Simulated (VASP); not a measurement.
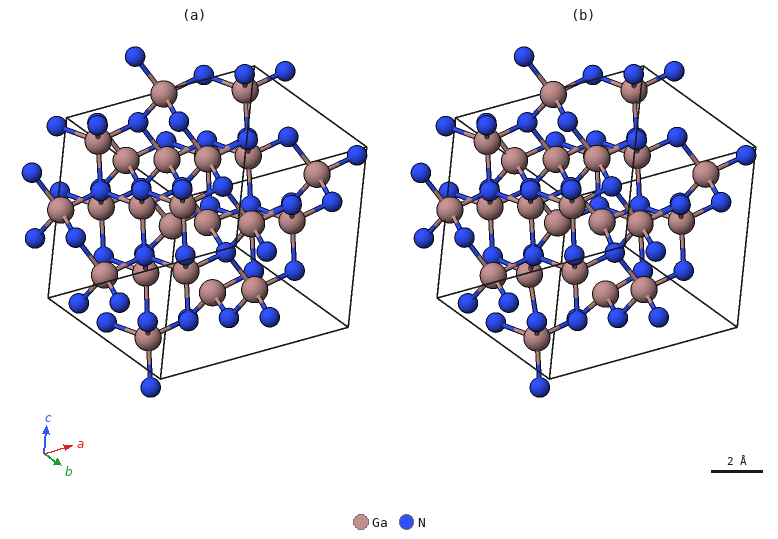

The structure of a defect cell of composition Ga24N23 before (left) and after (right) a relaxation, at one scale.

The picture is a ball-and-stick view of the cell of the calculation (origin shifted), seen from a free direction.

The run lets the atoms move in a fixed cell.

Computed with Kohn-Sham DFT of a periodic cell, PBE, VASP PAW PBE potentials, recommended (VASP 6.6.1).

Input file:
```
SYSTEM = Ga24N23
PREC     = Normal         ! precision mode
ENCUT    = 450            ! plane-wave cutoff, eV
EDIFF    = 1E-6           ! SCF threshold, eV
ISMEAR   = 0              ! smearing method
SIGMA    = 0.01           ! smearing width, eV
LREAL    = Auto         
LASPH    = .TRUE.         ! aspherical terms in the spheres
NELM     = 150            ! most SCF steps
ALGO     = Normal         ! electronic algorithm
ISIF     = 2              ! what is computed and relaxed
LWAVE    = .FALSE.        ! write WAVECAR
LCHARG   = .FALSE.        ! write CHGCAR
ISPIN    = 2              ! spin polarisation
MAGMOM   = 0 0 0 0 0 0 0 0 0 0 0 0.25 0.25 0.25 0 0 0.25 0 0 0 0 0 0 0 0 0 0 0 0 0 0 0 0 0 0 0 0 0 0 0 0 0 0 0 0 0 0 ! initial moments
LORBIT   = 11             ! projections on sites
GGA      = PE             ! functional
IBRION   = 2              ! ionic algorithm
NSW      = 70             ! ionic steps
EDIFFG   = -0.025         ! ionic threshold
AMIX     = 0.2          
BMIX     = 1E-4         
AMIX_MAG = 0.8          
BMIX_MAG = 1E-4         
ICORELEVEL= 1            
NELECT   = 425.0        
ISYM     = 0            
LUSENCCL = .FALSE.
```

Launched with:
```bash
cat potpaw_PBE.64/Ga_d/POTCAR potpaw_PBE.64/N/POTCAR > POTCAR
mpirun -np 1 vasp_std > vasp.out
```

Question: What changed between the two?

Answer: The energy falls by 1.053 eV per cell of the calculation in 15 geometry steps. Largest force component: 2.4 eV/Å at the start, 0.018 eV/Å at the end. The atom that moves furthest is a Ga atom (0.27 Å roughly along [3 0 −1]). Largest moves by element: Ga 0.27 Å, N 0.02 Å. The lattice vectors keep their values. Some distances before and after: Ga–N 2.078 → 1.918 Å, Ga–N 2.048 → 1.918 Å, Ga–N 2.028 → 1.915 Å, Ga–N 1.837 → 1.916 Å. Among the angles between lasting bonds that change: N–Ga–N 102.4° → 113.8°, N–Ga–N 106.1° → 114.8°, Ga–N–Ga 112.5° → 104.2°. It ran on 1 × NVIDIA H100 80GB with 1 thread of AMD EPYC 7R13 Processor (Zen 3) (shared host).

Limits of the set-up: the periodic images lie only 8.3 Å apart, so the values are limited by the cell's size.
